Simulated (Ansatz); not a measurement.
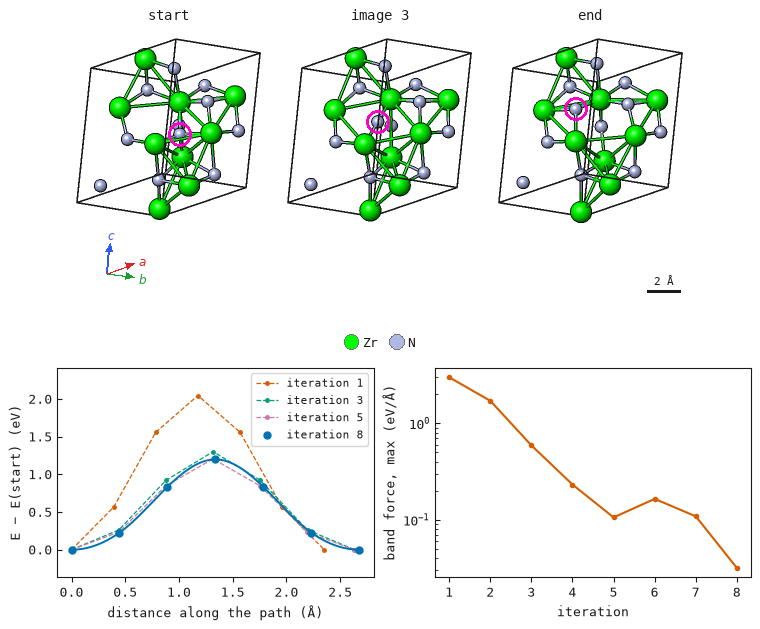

A search for the minimum-energy path of a defect cell of composition Zr$_{9}$N$_{11}$ (cell charge +3) with an N vacancy (20 atoms in the cell) by the nudged elastic band. Images are numbered from 0 (start) to 6 (end). The plot follows the band through its iterations. A ball-and-stick model of the reduced simulation cell (origin moved), seen from a free direction. The moving atom is ringed, with any periodic copies. Lengths and directions refer to the drawn axes. Bonds to atoms that aren't drawn are left out.

These are results of DFT PBE, scalar-relativistic, plane waves, PAW (Ansatz), not measurements.

The input:
```yaml
crystal:
  lattice:
    - [0.0, -5.9619910123, 0.0]
    - [5.1632356738, -2.9809955061, 0.0]
    - [0.0, -1.9873303374, 8.4679891808]
  atoms:
    - { symbol: Zr, position: [0.4177898726, 0.6666666667, 0.67655984] }
    - { symbol: Zr, position: [0.1275943622, 0.3182022712, 0.6754269099] }
    - { symbol: Zr, position: [0.7791299667, 1.0151310621, 0.6754269099] }
    - { symbol: Zr, position: [0.895919817, 0.6666666667, 0.3044680794] }
    - { symbol: Zr, position: [0.5495530627, 0.3323337457, 0.350375745] }
    - { symbol: Zr, position: [0.2152201417, 0.0009995876, 0.350375745] }
    - { symbol: Zr, position: [0.667796314, 0.6666666667, -0.0158423806] }
    - { symbol: Zr, position: [0.3445006172, 0.3235298145, 0.0083862153] }
    - { symbol: Zr, position: [1.0013637651, 0.0098035188, 0.0083862153] }
    - { symbol: "N", position: [0.0329533359, 0.6666666667, 0.835410419] }
    - { symbol: "N", position: [0.7164406837, 0.3461862212, 0.8461891913] }
    - { symbol: "N", position: [0.3959602383, -0.0128528879, 0.8461891913] }
    - { symbol: "N", position: [0.4675758076, 0.3310733368, 0.60357895] }
    - { symbol: "N", position: [0.1319824778, 0.0022599965, 0.60357895] }
    - { symbol: "N", position: [0.5506390805, 0.6666666667, 0.4135546363] }
    - { symbol: "N", position: [0.1693225609, 0.3595666978, 0.4146612614] }
    - { symbol: "N", position: [0.8622225921, -0.0262333645, 0.4146612614] }
    - { symbol: "N", position: [0.2805210741, 0.6666666667, 0.1262400143] }
    - { symbol: "N", position: [0.9670529018, 0.3272940768, 0.1293579473] }
    - { symbol: "N", position: [0.6276803119, 1.0060392566, 0.1293579473] }
total_charge: 3
basis:
  ecutwfc: 420
kpoints:
  mp_grid: { grid: [4, 4, 4] }
hamiltonian:
  xc: pbe
scf:
  occupations: { method: gaussian, width: 0.05 }
output:
  forces: true
neb:
  images: 5
  f_tol: 0.05
  max_iterations: 60
  order_check: false
  final_atoms:
    - { symbol: Zr, position: [0.4514465354, 0.665667082, 0.6496242635] }
    - { symbol: Zr, position: [0.1171136174, 0.334332918, 0.6496242635] }
    - { symbol: Zr, position: [0.7707468466, 1.0, 0.6955319212] }
    - { symbol: Zr, position: [0.8875367303, 0.6515355931, 0.3245730814] }
    - { symbol: Zr, position: [0.5390723234, 0.3484644069, 0.3245730814] }
    - { symbol: Zr, position: [0.2488768084, 0.0, 0.323440141] }
    - { symbol: Zr, position: [0.6653029044, 0.6568631831, -0.0083862286] }
    - { symbol: Zr, position: [0.3221660875, 0.3431368169, -0.0083862286] }
    - { symbol: Zr, position: [0.9988703042, 0.0, 0.0158424251] }
    - { symbol: "N", position: [0.0389863235, 0.6606273986, 0.8706420571] }
    - { symbol: "N", position: [0.6996137221, 0.3393726014, 0.8706420571] }
    - { symbol: "N", position: [0.3861456105, 0.0, 0.8737599733] }
    - { symbol: "N", position: [0.4973441141, 0.3070999727, 0.5853387367] }
    - { symbol: "N", position: [0.1160275922, 0.0, 0.5864453868] }
    - { symbol: "N", position: [0.5346841935, 0.6644066884, 0.396421051] }
    - { symbol: "N", position: [0.1990908819, 0.3355933116, 0.396421051] }
    - { symbol: "N", position: [0.8044440868, -0.3070999727, 0.5853387367] }
    - { symbol: "N", position: [0.2707063942, 0.6795195812, 0.1538108229] }
    - { symbol: "N", position: [0.9502259754, 0.3204804188, 0.1538108229] }
    - { symbol: "N", position: [0.6337132977, 1.0, 0.164589536] }
  climbing: immediate
```

Launched with:
```bash
ansatz run input.yaml --threads 4 --pin off --max-ram 9216MiB --backend cpu --events-out ev --progress --plain --runs-dir out
```

### Did the band converge, and can the barrier be trusted?

The run is converged, with reservations. The band converged in 8 iterations. The largest component of the band force went from 3 to 0.032 eV/Å. The climbing image converged on the top of the path. Its curvatures weren't checked. The first iteration put the highest image at 2.05 eV. The two ends have the same energy, and the highest point, image 3, lies 1.20 eV above the start.

Limits of the set-up: the periodic images lie only 6.0 Å apart, so the values are limited by the cell's size; the cell is charged, on a uniform background, and energies carry no finite-size correction.

The run took 18 min on 4 threads of Intel(R) Xeon(R) Platinum 8259CL CPU @ 2.50GHz (Skylake/Cascade Lake), with other jobs on the host, peak memory 3.8 GiB.
